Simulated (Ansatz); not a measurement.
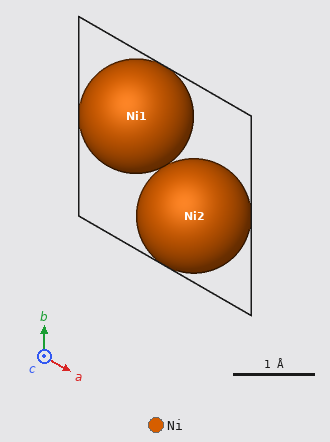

Figure 1. The structure as given in the input (spheres-only view of the cell of the calculation, along the c axis; atoms are numbered from 1 in the order of the input).

## Single-point calculation of Ni (part 1 of 2)

Ni (2 atoms in the cell), computed with DFT HSE06, scalar-relativistic, plane waves, PAW, spin-polarised (Ansatz 0.2.0).

The structure was built on a prototype by a generator; it need not be a known phase. Figures and captions count atoms from 1; the log counts them from 0 in places.

### Input
```yaml
crystal:
  lattice:
    - [2.4863343808, 0.0, 0.0]
    - [-1.2431671904, 2.153228736, 0.0]
    - [0.0, 0.0, 4.0807274189]
  atoms:
    - { symbol: Ni, position: [0.3333333333, 0.6666666667, 0.75], spin: 0.8 }
    - { symbol: Ni, position: [0.6666666667, 0.3333333333, 0.25], spin: 0.8 }
basis:
  ecutwfc: 600
  ecutrho_ratio: 5
kpoints:
  mp_grid: { grid: [10, 10, 6] }
hamiltonian:
  xc: hse06
scf:
  occupations: { method: gaussian, width: 0.05 }
output:
  forces: true
  stress: true
  eigenvalues: true
  populations: true
magnetization:
  spin_polarized: true
```

### The program's output
```
Warning: output.stress: scf.convergence.dr2_threshold = 1e-7 eV (the SCF's general default) is looser than the 2e-10 eV advised for a printed stress (1e-10 eV for each atom of the cell: 2). What an SCF threshold leaves in a stress goes as its square root, and in the free energy as the threshold itself, and one threshold admits the most on a small cell: of the crystals measured, under no hybrid functional and no lock of the moments, on runs that ended without the residual-converged pass, on stresses that held no estimate of that error, the worst erred by over 100 MPa in a component at 1e-7 eV an atom and by under 5 at 1e-10. Set scf.convergence.dr2_threshold to 2e-10 eV or tighter. The threshold is an SCF's pass mark: one that does not reach it within its budget of iterations ends unconverged, or closes short of it on a stop that the run arms, and scf.convergence.dr2_threshold's page says what that costs each kind of run
Warning: output.stress: scf.exx.energy_threshold = 1e-6 eV is looser than the 2e-8 eV advised for a stress under a hybrid functional (1e-8 eV for each atom of the cell: 2). Every SCF of the exchange loop can meet its threshold on dr2 while the loop round them stops early: no threshold on dr2 bounds what that leaves in the stress. Set scf.exx.energy_threshold to 2e-8 eV or tighter. The threshold is the loop's pass mark: a loop that does not reach it within its budget of cycles ends unconverged, and scf.exx.energy_threshold's page has the law
Engine: ansatz 0.2.0, x86_64-unknown-linux-gnu
Pseudopotentials: kind: paw
Pseudopotential: Ni, paw, valence charge 18, recommended cutoff 420 eV (normal), Ni.paw.azcp
Functional definition: HSE06
  parameter a = 0.25
  parameter omega = 0.11/bohr
  exchange = pbe_x - a*pbe_x_sr(omega) + a*exact_x_sr(omega)
  correlation = pbe_c
Crystal: 2 atoms, lattice volume = 21.847 Å³
Basis set: ecut = 600 eV, 701 PW (Γ), exchange–correlation on 48×48×80 points (8 copies of the dense FFT grid, shifted against one another)
Bands: 23, of which v1, the nominal top of the filled ones, is band 18 counted from 1 (17 counted from 0)
Symmetry: 24 space group operations
Space group: P63/mmc (ITA 194), of the structure as read, at distance tolerance 2.8e-5 Å
Magnetic group: BNS 194.263 (UNI 1493), of the structure as read, at distance tolerance 2.8e-5 Å
k-points: 56 of 600
Non-local potential: Ni, projectors of the file, l = 0: 3, l = 1: 2, l = 2: 3, l = 3: 1
PAW form: soft (Blöchl's): semilocal exchange-correlation on the pseudo side does not see the compensation charge
PAW frozen core: Ni, regenerated for the run's functional, and the local potential with it (the file was generated under x = pbe(κ = 0.804, μ = 0.2195149727645171), c = pbe(β = 0.06672455060314922))
PAW one-centre angular grid: Ni, 590 points (default); XC on 96 Gauss nodes
Initial density: superposition of atomic densities (chi_scale 0.1, normalization cell)
Starting moments: Σ|m| = 1.6 μB on 2 of 2 sites
Initial wavefunctions: pseudopotential atomic-orbital guess
Functional: x = pbe(κ = 0.804, μ = 0.2195149727645171), c = pbe(β = 0.06672455060314922), warm-up for x = pbe(κ = 0.804, μ = 0.2195149727645171) + 0.25 (exact − pbe) at short range (hse, ω = 0.20786987370883472 Å⁻¹), c = pbe(β = 0.06672455060314922); HSE06 as pw.x's `hse` composes it (authors' and Libxc's form: `xc: wpbeh`)
iter 1 solved again at ethr=2.49e-4 eV; its pass at ethr=1.00e-1 eV (dr2=8.98e-2 eV) is discarded
SCF iter   1: F=—  HF=-11679.370726 eV  |F-HF|=—  |Δ(HF+E_count)|=         —  Δρ=2.06e-2 (↑2.06e-2 ↓1.35e-2)  dr2=9.70e-2  dr2_m=1.33e-2  M=1.358 μB ∫|m|=1.418 μB  β_m=0.30  ethr=2.49e-4  ⟨swp⟩=5.6  Hψ=17234  notcnv=0
preconditioner: auto → none  [metal: Δε(μ)=0.003 eV  Ē_g=10.081 eV  σ=0.050 eV  W_gap=0.04  n_scr=8 (ndim 8)  ℏωp=35.5 eV  f_vac=0.000  D(μ)=4.32/eV (n_scr^D=84)  sad-step TF]
SCF iter   2: F=—  HF=-11679.386630 eV  |F-HF|=—  |Δ(HF+E_count)|=   1.59e-2  Δρ=1.34e-2 (↑1.34e-2 ↓7.74e-3)  dr2=3.29e-2  dr2_m=8.69e-3  M=1.358 μB ∫|m|=1.438 μB  β_m=0.30  ethr=2.49e-4  ⟨swp⟩=2.1  Hψ=5168  notcnv=0  defer=4
SCF iter   3: F=—  HF=-11679.394423 eV  |F-HF|=—  |Δ(HF+E_count)|=   7.79e-3  Δρ=8.07e-3 (↑8.07e-3 ↓4.54e-3)  dr2=6.50e-3  dr2_m=6.18e-3  M=1.357 μB ∫|m|=1.459 μB  β_m=0.30  ethr=9.13e-5  ⟨swp⟩=3.2  Hψ=5859  notcnv=0  defer=4
iter 4 solved again at ethr=1.17e-6 eV; its pass at ethr=1.80e-5 eV (dr2=4.22e-4 eV) is discarded
SCF iter   4: F=—  HF=-11679.395037 eV  |F-HF|=—  |Δ(HF+E_count)|=   6.15e-4  Δρ=5.09e-3 (↑5.09e-3 ↓4.46e-3)  dr2=4.43e-4  dr2_m=4.42e-3  M=1.357 μB ∫|m|=1.473 μB  β_m=1.00  ethr=1.17e-6  ⟨swp⟩=3.8  Hψ=11296  notcnv=0
SCF iter   5: F=—  HF=-11679.399409 eV  |F-HF|=—  |Δ(HF+E_count)|=   4.37e-3  Δρ=3.99e-3 (↑9.69e-4 ↓3.99e-3)  dr2=1.01e-3  dr2_m=1.18e-3  M=1.356 μB ∫|m|=1.511 μB  β_m=1.00  ethr=1.17e-6  ⟨swp⟩=4.5  Hψ=7852  notcnv=0
SCF iter   6: F=—  HF=-11679.400470 eV  |F-HF|=—  |Δ(HF+E_count)|=   1.06e-3  Δρ=1.63e-3 (↑1.71e-4 ↓1.63e-3)  dr2=2.99e-4  dr2_m=1.27e-4  M=1.357 μB ∫|m|=1.524 μB  β_m=1.00  ethr=1.17e-6  ⟨swp⟩=3.4  Hψ=6231  notcnv=0
SCF iter   7: F=—  HF=-11679.401678 eV  |F-HF|=—  |Δ(HF+E_count)|=   1.21e-3  Δρ=8.89e-4 (↑3.01e-4 ↓8.89e-4)  dr2=1.39e-4  dr2_m=1.89e-5  M=1.357 μB ∫|m|=1.528 μB  β_m=0.30  ethr=8.29e-7  ⟨swp⟩=2.0  Hψ=4638  notcnv=0
Mixer restart at iter 7: flushing history
spin-set hold released at iteration 7 (site moments contracting): the magnetisation degrees of freedom join the quasi-Newton model from the next iteration; the mixer history was flushed
SCF iter   8: F=—  HF=-11679.402655 eV  |F-HF|=—  |Δ(HF+E_count)|=   9.76e-4  Δρ=6.31e-4 (↑2.39e-4 ↓6.31e-4)  dr2=1.80e-5  dr2_m=3.17e-5  M=1.358 μB ∫|m|=1.531 μB  β_m=0.65  ethr=3.86e-7  ⟨swp⟩=3.5  Hψ=5278  notcnv=0
SCF iter   9: F=—  HF=-11679.403941 eV  |F-HF|=—  |Δ(HF+E_count)|=   1.29e-3  Δρ=1.90e-3 (↑1.28e-3 ↓1.90e-3)  dr2=1.18e-3  dr2_m=2.09e-5  M=1.359 μB ∫|m|=1.539 μB  β_m=0.47  ethr=5.01e-8  ⟨swp⟩=4.8  Hψ=9055  notcnv=0
SCF iter  10: F=—  HF=-11679.403694 eV  |F-HF|=—  |Δ(HF+E_count)|=   2.47e-4  Δρ=3.10e-4 (↑3.10e-4 ↓2.92e-4)  dr2=1.69e-6  dr2_m=1.62e-5  M=1.359 μB ∫|m|=1.539 μB  β_m=0.71  ethr=5.01e-8  ⟨swp⟩=5.0  Hψ=8733  notcnv=0
SCF iter  11: F=—  HF=-11679.403705 eV  |F-HF|=—  |Δ(HF+E_count)|=   1.13e-5  Δρ=1.10e-4 (↑1.10e-4 ↓7.95e-5)  dr2=5.42e-7  dr2_m=1.52e-6  M=1.359 μB ∫|m|=1.540 μB  β_m=0.86  ethr=4.68e-9  ⟨swp⟩=4.0  Hψ=6813  notcnv=0
SCF iter  12: F=—  HF=-11679.403706 eV  |F-HF|=—  |Δ(HF+E_count)|=   8.98e-7  Δρ=4.79e-5 (↑4.79e-5 ↓3.34e-5)  dr2=7.22e-7  dr2_m=1.69e-8  M=1.359 μB ∫|m|=1.541 μB  β_m=0.89  ethr=1.51e-9  ⟨swp⟩=3.5  Hψ=5952  notcnv=0
SCF iter  13: F=—  HF=-11679.403706 eV  |F-HF|=—  |Δ(HF+E_count)|=   1.37e-7  Δρ=8.58e-6 (↑3.93e-6 ↓8.58e-6)  dr2=5.08e-9  dr2_m=3.59e-9  M=1.359 μB ∫|m|=1.541 μB  β_m=0.75  ethr=1.51e-9  ⟨swp⟩=3.4  Hψ=5493  notcnv=0
SCF iter  14: F=-11679.403706 eV  HF=-11679.403706 eV  |F-HF|=2.31e-10  |Δ(HF+E_count)|=   3.62e-9  Δρ=1.22e-6 (↑1.22e-6 ↓1.13e-6)  dr2=3.81e-10  dr2_m=1.18e-10  M=1.359 μB ∫|m|=1.541 μB  ethr=1.41e-11  ⟨swp⟩=4.4  Hψ=7487  notcnv=0
SCF 1 converged in 14 iterations: F = -11679.403706 eV  dr2 = 3.81e-10
  greatest PAW one-centre occupation: 1.001 electrons in one spin orbital (limit 2), on the Ni atom at site 0 (counted from 0), in its partial waves of l = 1
Initial density: handed on by an earlier stage of this run
Starting moments: Σ|m| = 1.6 μB on 2 of 2 sites; this step starts from the density that it was given
Initial wavefunctions: those handed on with the density
Functional: x = pbe(κ = 0.804, μ = 0.2195149727645171) + 0.25 (exact − pbe) at short range (hse, ω = 0.20786987370883472 Å⁻¹), c = pbe(β = 0.06672455060314922); HSE06 as pw.x's `hse` composes it (authors' and Libxc's form: `xc: wpbeh`)
Exchange kernel: α = 0.2500, screened, ω = 0.2079 Å⁻¹, Wigner–Seitz truncation, v(0) = 1046.8045 eV·Å³, q-mesh 10×10×6, nearest image of the exchange supercell L = 24.48 Å, pair-density grid 15×15×24, without the augmentation charges, whose exchange is taken in its separable form by FFT convolution over the k-point mesh (sized by the pseudopotential files, 18×18×36 at the most), smooth part of the exact exchange by density-matrix convolution
Frozen-core exchange: fock
iter 1 solved again at ethr=9.90e-4 eV; its pass at ethr=1.00e-1 eV (dr2=3.56e-1 eV) is discarded
SCF iter   1: F=—  HF=-11675.000459 eV  |F-HF|=—  |Δ(HF+E_count)|=         —  Δρ=4.20e-2 (↑4.20e-2 ↓1.73e-2)  dr2=5.13e-1  dr2_m=4.99e-2  M=1.395 μB ∫|m|=1.754 μB  β_m=0.30  ethr=9.90e-4  ⟨swp⟩=2.3  Hψ=10342  notcnv=0
Mixer restart at iter 1: flushing history
preconditioner: auto → none  [metal: Δε(μ)=0.007 eV  Ē_g=12.134 eV  σ=0.050 eV  W_gap=0.08  n_scr=8 (ndim 8)  ℏωp=35.5 eV  f_vac=0.000  D(μ)=2.85/eV (n_scr^D=36)]
SCF iter   2: F=—  HF=-11674.941699 eV  |F-HF|=—  |Δ(HF+E_count)|=   5.88e-2  Δρ=1.80e-2 (↑1.22e-2 ↓1.80e-2)  dr2=9.05e-2  dr2_m=4.27e-2  M=1.421 μB ∫|m|=1.815 μB  β_m=0.30  ethr=9.90e-4  ⟨swp⟩=3.0  Hψ=5850  notcnv=0
SCF iter   3: F=—  HF=-11674.937500 eV  |F-HF|=—  |Δ(HF+E_count)|=   4.20e-3  Δρ=1.33e-2 (↑1.33e-2 ↓7.74e-3)  dr2=1.04e-1  dr2_m=1.92e-2  M=1.403 μB ∫|m|=1.814 μB  β_m=0.50  ethr=9.36e-6  ⟨swp⟩=4.0  Hψ=8709  notcnv=0
SCF iter   4: F=—  HF=-11674.944232 eV  |F-HF|=—  |Δ(HF+E_count)|=   6.73e-3  Δρ=1.36e-2 (↑1.20e-3 ↓1.36e-2)  dr2=1.10e-1  dr2_m=8.70e-3  M=1.432 μB ∫|m|=1.856 μB  β_m=0.44  ethr=9.36e-6  ⟨swp⟩=4.2  Hψ=8459  notcnv=0
SCF iter   5: F=—  HF=-11674.938504 eV  |F-HF|=—  |Δ(HF+E_count)|=   5.73e-3  Δρ=1.72e-3 (↑1.33e-3 ↓1.72e-3)  dr2=9.89e-2  dr2_m=4.52e-4  M=1.412 μB ∫|m|=1.854 μB  β_m=0.63  ethr=9.36e-6  ⟨swp⟩=4.0  Hψ=8603  notcnv=0
SCF iter   6: F=—  HF=-11674.938581 eV  |F-HF|=—  |Δ(HF+E_count)|=   7.73e-5  Δρ=6.62e-4 (↑4.29e-4 ↓6.62e-4)  dr2=1.49e-4  dr2_m=3.41e-6  M=1.414 μB ∫|m|=1.860 μB  β_m=0.67  ethr=1.54e-7  ⟨swp⟩=3.5  Hψ=6416  notcnv=0
SCF iter   7: F=—  HF=-11674.938556 eV  |F-HF|=—  |Δ(HF+E_count)|=   2.51e-5  Δρ=5.18e-5 (↑3.98e-5 ↓5.18e-5)  dr2=7.63e-7  dr2_m=2.49e-8  M=1.412 μB ∫|m|=1.859 μB  β_m=0.76  ethr=1.54e-7  ⟨swp⟩=3.6  Hψ=5272  notcnv=0
SCF iter   8: F=—  HF=-11674.938557 eV  |F-HF|=—  |Δ(HF+E_count)|=   8.42e-7  Δρ=1.51e-5 (↑1.51e-5 ↓1.37e-5)  dr2=1.18e-7  dr2_m=1.96e-9  M=1.412 μB ∫|m|=1.859 μB  β_m=0.77  ethr=2.12e-9  ⟨swp⟩=4.8  Hψ=8353  notcnv=0
SCF iter   9: F=-11674.938557 eV  HF=-11674.938557 eV  |F-HF|=3.50e-9  |Δ(HF+E_count)|=   2.87e-8  Δρ=4.14e-6 (↑4.14e-6 ↓2.59e-6)  dr2=6.43e-9  dr2_m=1.81e-10  M=1.412 μB ∫|m|=1.859 μB  ethr=3.28e-10  ⟨swp⟩=2.2  Hψ=4716  notcnv=0
SCF 2 converged in 9 iterations: F = -11674.938557 eV  dr2 = 6.43e-9
[... from here on the iterations of each SCF are left out, up to the last one ...]
hybrid outer 1: dexx = +7.963e-2 eV, tail = 3.53e-1 eV
Exchange kernel: α = 0.2500, screened, ω = 0.2079 Å⁻¹, Wigner–Seitz truncation, v(0) = 1046.8045 eV·Å³, q-mesh 10×10×6, nearest image of the exchange supercell L = 24.48 Å, pair-density grid 15×15×24, without the augmentation charges, whose exchange is taken in its separable form by FFT convolution over the k-point mesh (sized by the pseudopotential files, 18×18×36 at the most), smooth part of the exact exchange by density-matrix convolution
Frozen-core exchange: fock
preconditioner: auto → none  [metal: Δε(μ)=0.040 eV  Ē_g=12.073 eV  σ=0.050 eV  W_gap=0.39  n_scr=8 (ndim 8)  ℏωp=35.5 eV  f_vac=0.000  D(μ)=0.82/eV (n_scr^D=2)]
SCF 3 converged in 8 iterations: F = -11675.094880 eV  dr2 = 6.02e-10
  Residual-converged pass: ⟨swp⟩=3.0  Hψ=6536  notcnv=0  max |occ|·‖R‖ = 2.3e-6 eV (tolerance 2.4e-6 eV)  dr2=4.55e-10  dr2_m=6.75e-11  dr2_onsite=1.53e-10  max |Δocc| = 1.3e-11
hybrid outer 2: dexx = +6.194e-2 eV, tail = 5.04e-1 eV, magnetization grown 1.0527 times (not accepted), Δε = 3.72e-1 eV (about 5.33e-1 eV left of the loop's levels)
Exchange kernel: α = 0.2500, screened, ω = 0.2079 Å⁻¹, Wigner–Seitz truncation, v(0) = 1046.8045 eV·Å³, q-mesh 10×10×6, nearest image of the exchange supercell L = 24.48 Å, pair-density grid 15×15×24, without the augmentation charges, whose exchange is taken in its separable form by FFT convolution over the k-point mesh (sized by the pseudopotential files, 18×18×36 at the most), smooth part of the exact exchange by density-matrix convolution
Frozen-core exchange: fock
preconditioner: auto → none  [metal: Δε(μ)=0.051 eV  Ē_g=12.134 eV  σ=0.050 eV  W_gap=0.47  n_scr=8 (ndim 8)  ℏωp=35.5 eV  f_vac=0.000  D(μ)=0.95/eV (n_scr^D=2)]
SCF 4 converged in 8 iterations: F = -11675.191922 eV  dr2 = 4.46e-9
  Residual-converged pass: ⟨swp⟩=3.2  Hψ=6477  notcnv=0  max |occ|·‖R‖ = 2.4e-6 eV (tolerance 2.4e-6 eV)  dr2=4.09e-9  dr2_m=3.88e-10  dr2_onsite=2.00e-9  max |Δocc| = 2.1e-11
hybrid outer 3: dexx = +2.203e-2 eV, tail = 2.31e-1 eV, magnetization grown 1.0330 times (not accepted), Δε = 3.96e-1 eV (about 5.41e-1 eV left of the loop's levels), ΔF = 1.39e-17 eV/Å (tail 1.58e-16)
Exchange kernel: α = 0.2500, screened, ω = 0.2079 Å⁻¹, Wigner–Seitz truncation, v(0) = 1046.8045 eV·Å³, q-mesh 10×10×6, nearest image of the exchange supercell L = 24.48 Å, pair-density grid 15×15×24, without the augmentation charges, whose exchange is taken in its separable form by FFT convolution over the k-point mesh (sized by the pseudopotential files, 18×18×36 at the most), smooth part of the exact exchange by density-matrix convolution
Frozen-core exchange: fock
preconditioner: auto → none  [metal: Δε(μ)=0.037 eV  Ē_g=12.175 eV  σ=0.050 eV  W_gap=0.39  n_scr=8 (ndim 8)  ℏωp=35.5 eV  f_vac=0.000  D(μ)=1.39/eV (n_scr^D=22)]
SCF 5 converged in 8 iterations: F = -11675.229100 eV  dr2 = 2.71e-9
  Residual-converged pass: ⟨swp⟩=3.7  Hψ=5981  notcnv=0  max |occ|·‖R‖ = 2.4e-6 eV (tolerance 2.4e-6 eV)  dr2=2.59e-9  dr2_m=2.10e-10  dr2_onsite=9.22e-10  max |Δocc| = 1.2e-11
hybrid outer 4: dexx = +1.320e-2 eV, tail = 4.92e-2 eV, first dr2_mag = 9.34e-3 eV (risen), magnetization grown 1.0424 times (not accepted), Δε = 2.17e-1 eV (about 4.14e-1 eV left of the loop's levels), ΔF = 4.16e-17 eV/Å (tail 5.80e-16)
Exchange kernel: α = 0.2500, screened, ω = 0.2079 Å⁻¹, Wigner–Seitz truncation, v(0) = 1046.8045 eV·Å³, q-mesh 10×10×6, nearest image of the exchange supercell L = 24.48 Å, pair-density grid 15×15×24, without the augmentation charges, whose exchange is taken in its separable form by FFT convolution over the k-point mesh (sized by the pseudopotential files, 18×18×36 at the most), smooth part of the exact exchange by density-matrix convolution
Frozen-core exchange: fock
preconditioner: auto → none  [metal: Δε(μ)=0.005 eV  Ē_g=12.195 eV  σ=0.050 eV  W_gap=0.05  n_scr=8 (ndim 8)  ℏωp=35.5 eV  f_vac=0.000  D(μ)=1.29/eV (n_scr^D=10)]
SCF 6 converged in 7 iterations: F = -11675.252119 eV  dr2 = 1.11e-9
  Residual-converged pass: ⟨swp⟩=1.8  Hψ=2806  notcnv=0  max |occ|·‖R‖ = 2.4e-6 eV (tolerance 2.4e-6 eV)  dr2=1.11e-9  dr2_m=4.10e-10  dr2_onsite=2.58e-9  max |Δocc| = 8.8e-13
hybrid outer 5: dexx = +6.938e-3 eV, tail = 2.61e-2 eV, magnetization grown 1.0175 times (not accepted), Δε = 1.99e-1 eV (about 3.79e-1 eV left of the loop's levels), ΔF = 4.63e-17 eV/Å (tail 5.75e-16)
Exchange kernel: α = 0.2500, screened, ω = 0.2079 Å⁻¹, Wigner–Seitz truncation, v(0) = 1046.8045 eV·Å³, q-mesh 10×10×6, nearest image of the exchange supercell L = 24.48 Å, pair-density grid 15×15×24, without the augmentation charges, whose exchange is taken in its separable form by FFT convolution over the k-point mesh (sized by the pseudopotential files, 18×18×36 at the most), smooth part of the exact exchange by density-matrix convolution
Frozen-core exchange: fock
preconditioner: auto → none  [metal: Δε(μ)=0.027 eV  Ē_g=12.231 eV  σ=0.050 eV  W_gap=0.29  n_scr=8 (ndim 8)  ℏωp=35.5 eV  f_vac=0.000  D(μ)=1.45/eV (n_scr^D=22)]
SCF 7 converged in 8 iterations: F = -11675.264966 eV  dr2 = 2.19e-11
  Residual-converged pass: ⟨swp⟩=4.0  Hψ=7125  notcnv=0  max |occ|·‖R‖ = 2.4e-6 eV (tolerance 2.4e-6 eV)  dr2=2.98e-11  dr2_m=1.04e-9  dr2_onsite=1.32e-9  max |Δocc| = 3.5e-10
hybrid outer 6: dexx = +5.243e-3 eV, tail = 3.42e-2 eV, magnetization grown 1.0120 times (not accepted), Δε = 1.61e-1 eV (about 5.57e-1 eV left of the loop's levels), ΔF = 2.78e-17 eV/Å (tail 4.99e-16)
Exchange kernel: α = 0.2500, screened, ω = 0.2079 Å⁻¹, Wigner–Seitz truncation, v(0) = 1046.8045 eV·Å³, q-mesh 10×10×6, nearest image of the exchange supercell L = 24.48 Å, pair-density grid 15×15×24, without the augmentation charges, whose exchange is taken in its separable form by FFT convolution over the k-point mesh (sized by the pseudopotential files, 18×18×36 at the most), smooth part of the exact exchange by density-matrix convolution
Frozen-core exchange: fock
preconditioner: auto → none  [metal: Δε(μ)=0.005 eV  Ē_g=12.218 eV  σ=0.050 eV  W_gap=0.06  n_scr=8 (ndim 8)  ℏωp=35.5 eV  f_vac=0.000  D(μ)=2.21/eV (n_scr^D=34)]
SCF 8 converged in 8 iterations: F = -11675.274516 eV  dr2 = 1.28e-9
  Residual-converged pass: ⟨swp⟩=3.9  Hψ=7724  notcnv=0  max |occ|·‖R‖ = 2.4e-6 eV (tolerance 2.4e-6 eV)  dr2=5.95e-10  dr2_m=5.00e-10  dr2_onsite=8.31e-10  max |Δocc| = 9.6e-10
hybrid outer 7: dexx = +4.106e-3 eV, tail = 2.93e-2 eV, magnetization grown 1.0132 times (not accepted), Δε = 1.41e-1 eV (about 4.87e-1 eV left of the loop's levels), ΔF = 6.48e-17 eV/Å (tail 9.46e-16)
Exchange kernel: α = 0.2500, screened, ω = 0.2079 Å⁻¹, Wigner–Seitz truncation, v(0) = 1046.8045 eV·Å³, q-mesh 10×10×6, nearest image of the exchange supercell L = 24.48 Å, pair-density grid 15×15×24, without the augmentation charges, whose exchange is taken in its separable form by FFT convolution over the k-point mesh (sized by the pseudopotential files, 18×18×36 at the most), smooth part of the exact exchange by density-matrix convolution
Frozen-core exchange: fock
preconditioner: auto → none  [metal: Δε(μ)=0.022 eV  Ē_g=12.222 eV  σ=0.050 eV  W_gap=0.24  n_scr=8 (ndim 8)  ℏωp=35.5 eV  f_vac=0.000  D(μ)=2.67/eV (n_scr^D=36)]
SCF 9 converged in 7 iterations: F = -11675.284234 eV  dr2 = 6.35e-10
  Residual-converged pass: ⟨swp⟩=3.0  Hψ=6609  notcnv=0  max |occ|·‖R‖ = 2.4e-6 eV (tolerance 2.4e-6 eV)  dr2=4.26e-10  dr2_m=2.03e-10  dr2_onsite=7.68e-10  max |Δocc| = 3.8e-11
hybrid outer 8: dexx = +9.155e-3 eV, tail = inf eV, first dr2_mag = 5.55e-3 eV (risen), magnetization grown 1.0125 times (not accepted), Δε = 1.19e-1 eV (about 6.92e-1 eV left of the loop's levels), ΔF = 4.63e-17 eV/Å (tail inf)
```
